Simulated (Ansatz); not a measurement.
**Run report: MgO₂, geometry relaxation (part 2 of 2)**

The same run, continued: MgO₂ (R-3m, 3 atoms in the cell); DFT PBEsol, scalar-relativistic, plane waves, PAW, PAW set soft_1, no spin polarisation (Ansatz 0.2.0); cutoff 520 eV, 12×12×12 k-mesh, Gaussian smearing of 0.02 eV. The structure derives from a Materials Project entry.

Geometry of the input (Å; fractional positions):
```
1.6048  0.9265  3.4940
-1.6048  0.9265  3.4940
0.0000  -1.8530  3.4940
Mg 0.0000  0.0000  0.0000
O  0.4288  0.4288  0.4288
O  0.5712  0.5712  0.5712
```

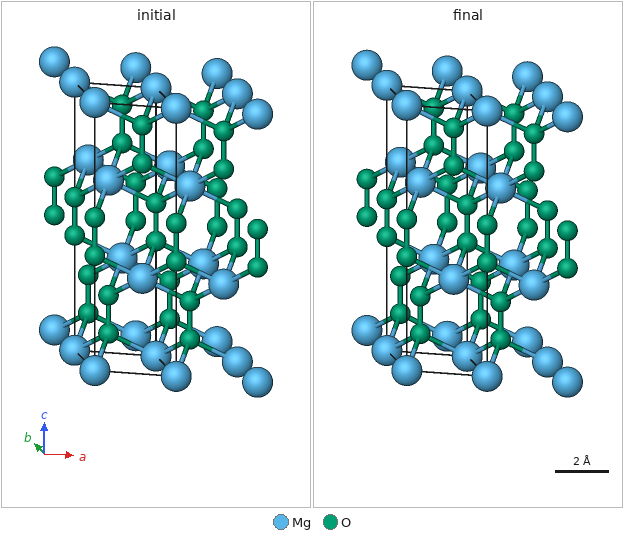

*Before (left) and after (right) the relaxation, at one scale (ball-and-stick view of the cell 3 times as large as that of the calculation, set on its symmetry axes, repeated 2 × 2 × 1, seen slightly off an axis).*

Over 3 geometry steps the energy falls by 6.2 meV per atom. The largest force component goes from 0.33 to 0.0025 eV/Å. Pressure: −4.83 GPa at the start and 0.00 GPa at the end. The largest moves relative to the cell, 0.004 Å, are those of O2 and O3. Mg stays in place. The drawn cell changes as follows: a = b 3.210 → 3.168 Å (−1.3 %), c 10.482 → 10.371 Å (−1.1 %); the volume changes by −3.6 %. Among the contacts that change: Mg1–O2 2.106 → 2.082 Å, O2–O3 1.493 → 1.469 Å. The space group stays R-3m (No. 166). A last SCF at the same geometry on a re-selected plane-wave basis shifts the energy by +0.1 meV per atom. (Atoms are counted from 1 in the order of the input.)

```
basis re-selected at this cell: Δ(F+E_penalty+E_count) = +1.964e-4 eV, ΔP = +0.004 GPa vs the last step (what re-selecting the basis moved, of the pressure what is left beyond the Pulay correction that the steps carried, after the strain that the cell walked since its last selection, with what the two solves' SCF thresholds leave and, on support functions, any second-order correction that the steps lacked; it is no measure of the basis error at this ecutwfc). This SCF's stress stands 2.96e-2 GPa from its target on what of the cell is left free (relax.cell.stress_tol is 5.00e-2 GPa) and its largest allowed force component is 2.51e-3 eV/Å (relax.f_tol is 5.00e-3 eV/Å): within both
SCF converged after 5 iterations
Free energy (F): -3033.676982 eV
Harris-Foulkes:  -3033.676982 eV  (|F-HF|=2.73e-12)
Internal energy: -3033.676982 eV  (E = F + TS)
E sigma→0 (E₀):  -3033.676982 eV
Fermi energy:    7.987052 eV
--- Per-component energies (eV) ---
  E_band       = -347.216274
  E_kinetic    = 407.492192
  E_local      = -2203.494127  (includes V_loc(G=0)·N_el)
  E_nonlocal   = 301.091138
  E_hartree    = 745.204669
  E_xc         = -168.123371
  E_vxc        = -216.084323  (∫ρ·V_xc dr)
  E_paw        = -602.345920  (= ΣΔE_a)
  E_vpaw       = -126.630809  (= ΣTr[D̂ρ^β])
  E_aug_tail   = 0.000390  (compensation charges beyond the density's cutoff)
  E_ewald      = -1513.631391
  E_core_change = 0.129438  (= ΣΔE_core)
  E_smearing   = -0.000000  (= −TS)
  E_closure    = 0.000000  (closes the sum)
  Σ components = -3033.676982   (vs F -3033.676982, Δ=0.00e0)
--- Forces (eV/Å), atoms counted from 1 ---
  atom   1  Mg    -0.00000000     0.00000000     0.00000000
  atom   2  O      0.00000000     0.00000000     0.00251436
  atom   3  O     -0.00000000    -0.00000000    -0.00251436
  max |Σ_I F_I| component: 9.25e-18 eV/Å
--- Stress (GPa, compression-positive) ---
       -0.008967       0.000000       0.000000
        0.000000      -0.008967       0.000000
        0.000000       0.000000       0.029561
  P = ⅓ Tr σ = 0.0039 GPa (0.039 kbar)
--- Band table (eV; the first three rows and the last of 189) ---
  k-point 0: bands = ["-66.3074", "-33.2715", "-33.2404", "-33.2404", "-14.9133", "-7.7370", "-1.2785", "3.2163", "3.2163", "5.8946", "5.8946", "11.3381", "11.8186", "18.9885", "20.6915"]
  k-point 1: bands = ["-66.3072", "-33.2711", "-33.2431", "-33.2409", "-14.8786", "-7.7598", "-1.2237", "3.0097", "3.1905", "5.8400", "5.8625", "11.5143", "11.9186", "19.0010", "20.7859"]
  k-point 2: bands = ["-66.3067", "-33.2701", "-33.2507", "-33.2425", "-14.7821", "-7.8218", "-1.0725", "2.4824", "3.1211", "5.7154", "5.7758", "11.6282", "12.5001", "19.0215", "19.6407"]
  k-point 188: bands = ["-66.3073", "-33.2766", "-33.2405", "-33.2405", "-14.3935", "-9.5070", "1.6186", "2.6791", "2.6791", "6.7428", "6.7428", "9.2311", "11.6025", "16.3631", "21.0328"]
--- Relaxed structure (4 steps of the walk, 4 accepted, 1 SCFs on fresh bases) ---
  F+E_penalty+E_count = -3033.67698243 eV   max|allowed force component| = 2.514e-3 eV/Å   (the final SCF, on the basis selected at the relaxed cell)
  cell:  # Å, volume = 30.0453 Å³
    - [1.5839843868767198, 0.9145138121554384, 3.4568788296765747]
    - [-1.5839843868767198, 0.9145138121554384, 3.4568788296765747]
    - [1.8899852992299885e-34, -1.8290276243108765, 3.4568788296765747]
  atoms:
    - { symbol: Mg, position: [-2.7582744456608736e-20, -2.758274445660868e-20, -2.7582744456608724e-20] }
    - { symbol: O, position: [0.42918403761298357, 0.42918403761298357, 0.42918403761298357] }
    - { symbol: O, position: [0.5708159623870163, 0.5708159623870163, 0.5708159623870163] }
```

Trajectory as extended XYZ (Å, eV, eV/Å), 5 frames, from step=1 to step=5:
```
3
Lattice="1.6048 0.9265 3.4940 -1.6048 0.9265 3.4940 0.0000 -1.8530 3.4940" Properties=species:S:1:pos:R:3:forces:R:3 step=1 energy=-3033.65861 pressure_GPa=-4.83
Mg    0.0000    0.0000    0.0000    0.0000   0.0000   0.0000
O     0.0000    0.0000    4.4945    0.0000   0.0000   0.3294
O     0.0000    0.0000    5.9874    0.0000   0.0000  -0.3294
3
Lattice="1.5987 0.9230 3.4638 -1.5987 0.9230 3.4638 0.0000 -1.8460 3.4638" Properties=species:S:1:pos:R:3:forces:R:3 step=2 energy=-3033.67133 pressure_GPa=-2.58
Mg    0.0000    0.0000    0.0000    0.0000   0.0000   0.0000
O     0.0000    0.0000    4.4552    0.0000   0.0000   0.1777
O     0.0000    0.0000    5.9363    0.0000   0.0000  -0.1777
3
Lattice="1.5833 0.9141 3.4551 -1.5833 0.9141 3.4551 0.0000 -1.8282 3.4551" Properties=species:S:1:pos:R:3:forces:R:3 step=3 energy=-3033.67715 pressure_GPa=0.18
Mg    0.0000    0.0000    0.0000    0.0000   0.0000   0.0000
O     0.0000    0.0000    4.4482    0.0000   0.0000   0.0180
O     0.0000    0.0000    5.9172    0.0000   0.0000  -0.0180
3
Lattice="1.5840 0.9145 3.4569 -1.5840 0.9145 3.4569 0.0000 -1.8290 3.4569" Properties=species:S:1:pos:R:3:forces:R:3 step=4 energy=-3033.67718 pressure_GPa=-0.00
Mg    0.0000    0.0000    0.0000    0.0000   0.0000   0.0000
O     0.0000    0.0000    4.4509    0.0000   0.0000   0.0026
O     0.0000    0.0000    5.9197    0.0000   0.0000  -0.0026
3
Lattice="1.5840 0.9145 3.4569 -1.5840 0.9145 3.4569 0.0000 -1.8290 3.4569" Properties=species:S:1:pos:R:3:forces:R:3 step=5 energy=-3033.67698 pressure_GPa=0.00
Mg    0.0000    0.0000    0.0000    0.0000   0.0000   0.0000
O     0.0000    0.0000    4.4509    0.0000   0.0000   0.0025
O     0.0000    0.0000    5.9197    0.0000   0.0000  -0.0025
```

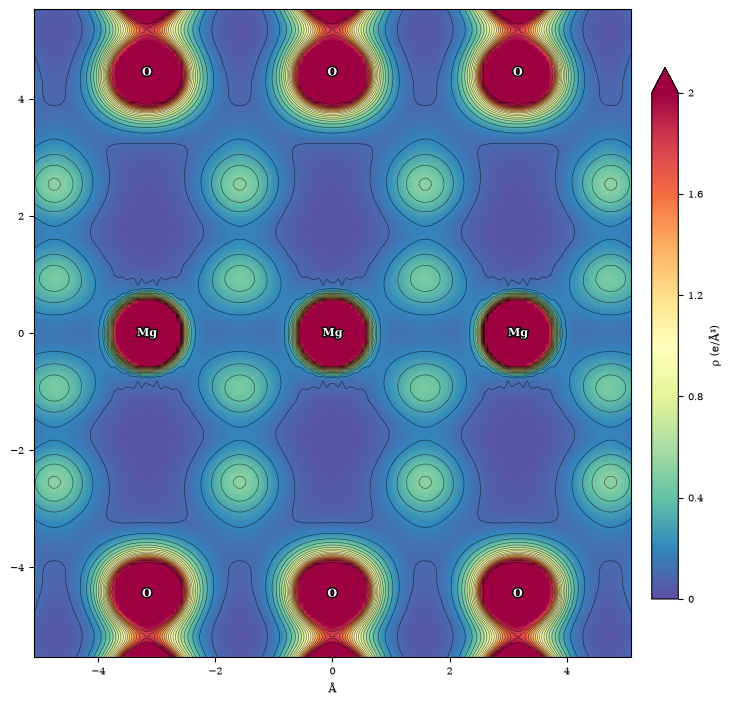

*Valence charge density (pseudo) on the (100) plane of the conventional cell.*

The section cuts through Mg and O sites. Away from the nuclei the density in this plane falls to 0.02 e/Å³ at its lowest. Core electrons are frozen (PAW), so the fields are smoothed inside the atomic spheres.

Results in brief:

| quantity | value |
| --- | --- |
| outcome | converged |
| space group (tolerance 0.01 Å) | R-3m (166) |
| electrons treated | 22 |
| free energy | −3033.6770 eV |
| Fermi energy | 7.987 eV |
| gap on the k-point mesh | 2.49 eV |
| pressure | 0.00 GPa |
| final volume | 30.05 Å³ |
| largest force (length of the vector) at the end | 0.003 eV/Å |
| final cell | a = 3.911 Å, b = 3.911 Å, c = 3.911 Å, α = 47.78°, β = 47.78°, γ = 47.78° |
| hardware | 2 threads of Arm Neoverse N1, 98 GiB of memory available, shared host |
| wall time | 32 s (CPU time 63 s) |
| peak memory | 0.4 GiB |

Notes:

Warnings of the run: the PAW datasets were made with another functional.
